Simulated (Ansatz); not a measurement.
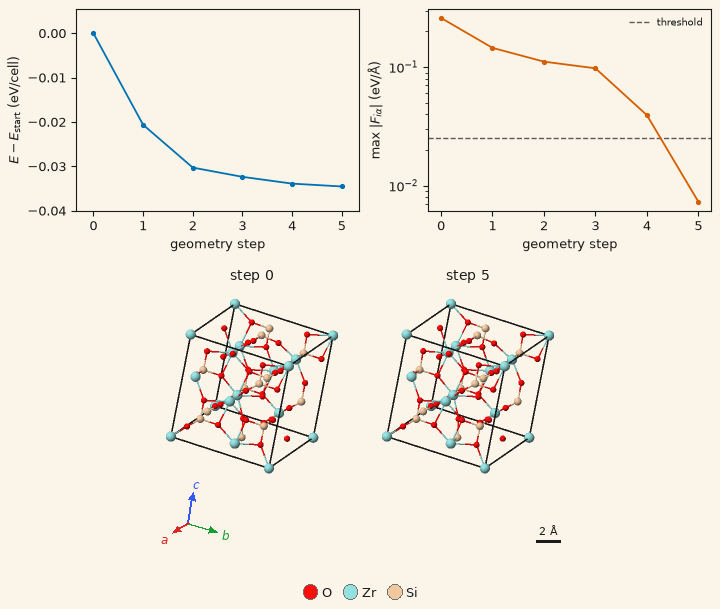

First and last geometry of a relaxation of a defect cell of composition Zr₇Si₈O₃₃ (cell charge +1), with the history of the run. Style: ball-and-stick. Shown: the cell of the calculation, slightly off an axis.

Case: O on a Zr site (a), charge +1, atoms relaxed at the host's cell.

Level of theory: DFT PBE, scalar-relativistic, plane waves, PAW in Ansatz. Set-up: plane-wave cutoff 420 eV; k-point mesh 2 × 2 × 2; occupations gaussian; smearing width 0.01 eV; mesh shifted by (0.5, 0.5, 0.5); collinear spin; atoms relaxed in a fixed cell; force threshold 0.025 eV/Å; at most 45 steps.

Did the run converge, and what did it change?

It converged. The largest moves, 0.050 Å, are those of O atoms. By element the largest moves are O 0.050 Å, Si 0.029 Å, Zr 0.013 Å. The lattice vectors keep their values. Some distances before and after: O–Zr 2.211 → 2.230 Å, O–Zr 2.077 → 2.095 Å, O–Zr 2.176 → 2.160 Å, O–Zr 2.224 → 2.209 Å. The energy falls by 34.5 meV per cell of the calculation in 5 geometry steps. Largest force component: 0.26 eV/Å at the start, 0.0073 eV/Å at the end. The run took 8.4 min on 4 threads of Arm Neoverse N1, with other jobs on the host, peak memory 2.5 GiB.

```tsv
step	E − E(0), meV/atom	largest force component, eV/Å
0	0.00	0.2598
1	-0.43	0.1452
2	-0.63	0.1112
3	-0.67	0.0977
4	-0.71	0.0393
5	-0.72	0.0073
```

Limits of the set-up: the cell is charged, on a uniform background, and energies carry no finite-size correction.
